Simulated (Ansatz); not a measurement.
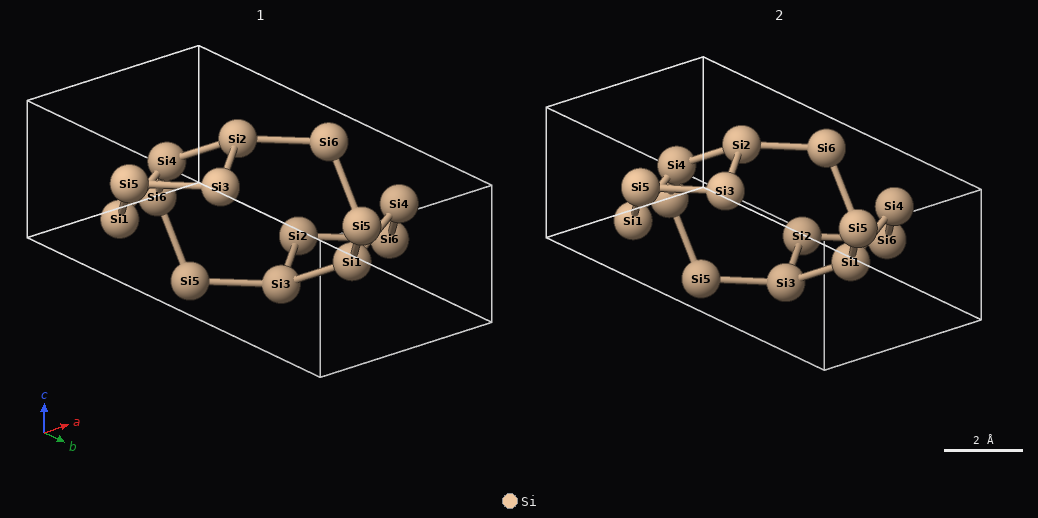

Two geometries of solid Si (a generated structure, set up in Cmcm) (coarse preliminary run), drawn at one scale. One is the start of a relaxation, the other its converged end. A ball-and-stick model of the conventional cell (2 times the calculation's cell), seen from a free direction. Lengths and directions refer to the drawn axes.

Level of theory: DFT PBE, scalar-relativistic, plane waves, PAW in Ansatz. Settings: plane-wave cutoff 420 eV; k-point mesh 4 × 4 × 6; occupations gaussian; smearing width 0.1 eV; no spin polarisation; cell and atoms relaxed; force threshold 0.04 eV/Å; at most 70 steps.

### Which of the two is the end point?

Structure 1 is the relaxed one. The largest moves relative to the cell, 0.012 Å, are those of Si1, Si2, Si3 and Si4. Si2 goes along +b. The volume changes by +21.0 %, with a 5.253 → 5.739 Å (+9.2 %), b 11.341 → 11.951 Å (+5.4 %), c 3.662 → 3.850 Å (+5.1 %). Near-neighbour distances that change, for instance: Si1–Si3 2.170 → 2.370 Å, Si1–Si5 2.207 → 2.367 Å, Si1–Si4 2.248 → 2.382 Å, Si5–Si6 2.240 → 2.344 Å. Bond angles that change, for instance: Si1–Si5–Si3 88.6° → 90.7°. The space group stays Cmcm (No. 63). The energy falls by 1.595 eV per cell of the calculation in 4 accepted moves (5 points after the start). The largest force component goes from 1.2 to 0.0068 eV/Å. Pressure: 24.01 GPa at the start and 0.11 GPa at the end. At 1 point the geometry stayed and the basis and grid were re-selected for the new cell (energy shift of 11.3 meV per cell of the calculation at most each time). Cost: 20 s on 1 thread of Arm Neoverse V2, on a shared host, peak memory 0.37 GiB.
